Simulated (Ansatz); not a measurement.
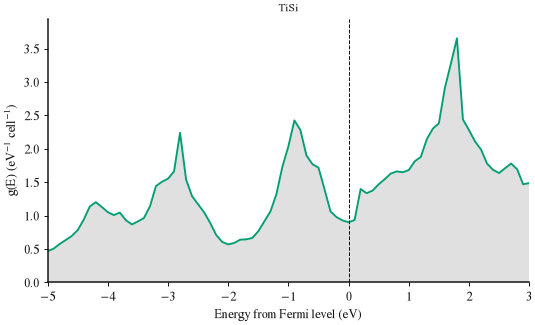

Density of states. Energies are counted from the Fermi level.

This input was run:

```yaml
crystal:
  lattice:
    - [1.816178, -2.117624, 0.0]
    - [1.816178, 2.117624, 0.0]
    - [0.0, 0.0, 3.803934]
  atoms:
    - { symbol: Ti, position: [0.5, 0.5, 0.0] }
    - { symbol: Si, position: [0.0, 0.0, 0.5] }
hamiltonian:
  xc: pbesol
  pseudopotentials: { kind: paw }
kpoints:
  mp_grid: { grid: [8, 8, 6] }
scf:
  occupations: { method: fermi_dirac, width: 0.05 }
  n_extra_bands: 6
output:
  forces: true
  stress: true
  eigenvalues: true
  dos: { projected: false, de: 0.05, nscf_kmesh: { grid: [12, 12, 9] } }
```

System: TiSi, space group Cmmm, 2 atoms in the primitive cell.

Level of theory: PBEsol, Ansatz PAW, no spin polarisation, no spin-orbit coupling, 8×8×6 k mesh in the self-consistent step, 420 eV cutoff, Fermi-Dirac smearing of 0.05 eV; code Ansatz 0.2.0.

Metal or insulator, and how many states lie at the Fermi level?

Answer. It is a metal. The density of states at the Fermi level is about 1 per eV and cell (mean within 0.25 eV), or 0.51 per atom.

The density of states comes from the program's own step for it, whose mesh and broadening can differ from those of the self-consistent step. The PAW data sets were made with another functional. The k mesh is thin for a metal, so its Fermi level is uncertain. The cell is at −4 GPa in this functional. The cell comes from a database of computed structures, and whether it is the stable form of this composition wasn't checked. The k mesh is thin for a density of states, so fine features aren't converged.
